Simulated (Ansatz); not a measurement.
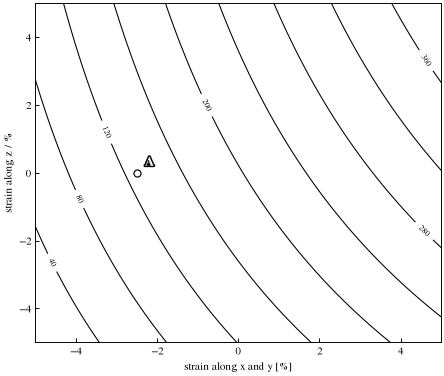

HCl (Fm-3m, No. 225; 2 atoms in the cell). The cell is strained homogeneously, by one strain along x and y and another along z, with fractional coordinates fixed (x, y and z along the cube axes). First axis: strain along x and y. Second axis: strain along z. Grid: 5 × 5 points. Energies are in meV/atom, from the lowest grid point. The reference cell is the one listed in the database, not relaxed at this level. Method: Ansatz, DFT PBEsol, scalar-relativistic, plane waves, PAW. Settings: cutoff 420 eV, k-mesh 16×16×16, gaussian smearing 0.15 eV, no spin polarisation.

In the figure: contour lines labelled in meV/atom, the point A. Between grid points the surface is interpolated.

### Is A at rest? If not, where is it pushed?

A, at strain along x and y = −2.5 %, strain along z = 0.0 %, is not a stationary point. The computed force is 28 meV/atom for each 1 % towards smaller values of strain along x and y and 11 meV/atom for each 1 % towards smaller values of strain along z.
